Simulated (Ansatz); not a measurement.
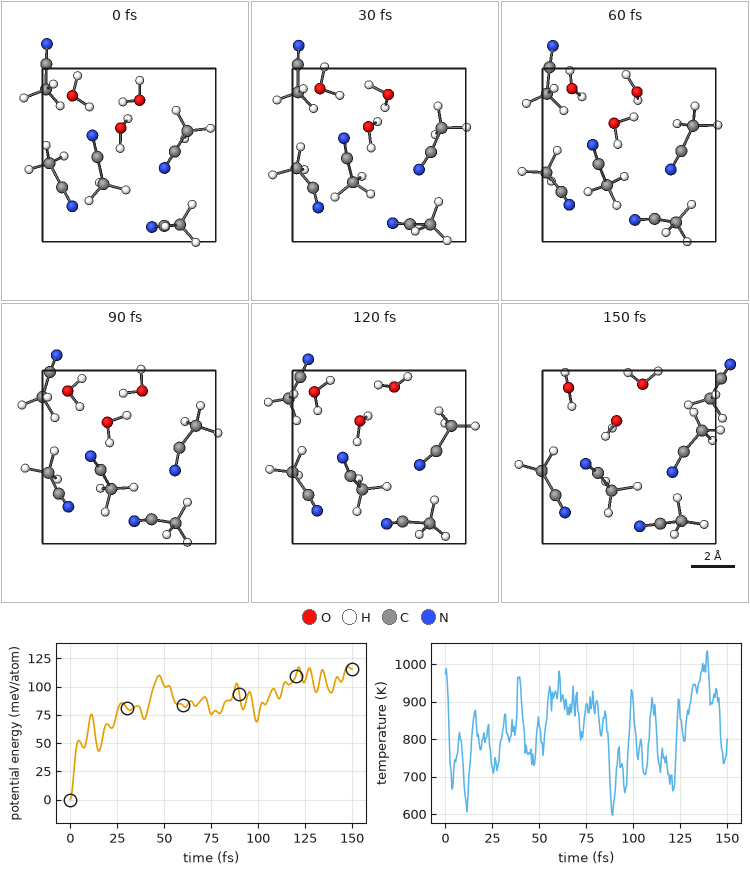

A Born-Oppenheimer molecular dynamics run of a periodic cell with 3 H2O + 5 CH3CN at 0.82 g/cm³, 150 fs long. Frames and the history of the run. Style: ball-and-stick. Shown: the simulation cell, along the a axis. Atoms that leave the cell re-enter on the other side.

The calculation used Ansatz, DFT PBE, scalar-relativistic, plane waves, PAW. Settings: plane-wave cutoff 420 eV; k-point mesh 1 × 1 × 1; Fermi-Dirac smearing 0.05 eV; low-accuracy preset; Langevin thermostat (NVT); set temperature 1000 K; time step 0.5 fs; H given the mass 2.014 u; friction 0.02 per fs.

> What happens in this trajectory?

In the second half of the run the atoms are, in the root-mean-square, this far from where they began (common drift taken out): H 1.03 Å, O 0.87 Å, N 0.76 Å, C 0.55 Å. The heavy atoms stay within a fraction of a molecule's size of their starting places; so short a run doesn't tell a liquid from a solid. The mean temperature in the second half is 822 K (standard deviation 97 K). The potential energy is still drifting at the end, so the run hasn't reached equilibrium. The potential energy in the second half lies on average 96.5 meV per atom above the first frame.

Limits of the set-up: the program's low-accuracy preset was used; masses were changed (H 2.014 u), which shifts the vibrations; the periodic images lie only 8.1 Å apart, so the values are limited by the cell's size.
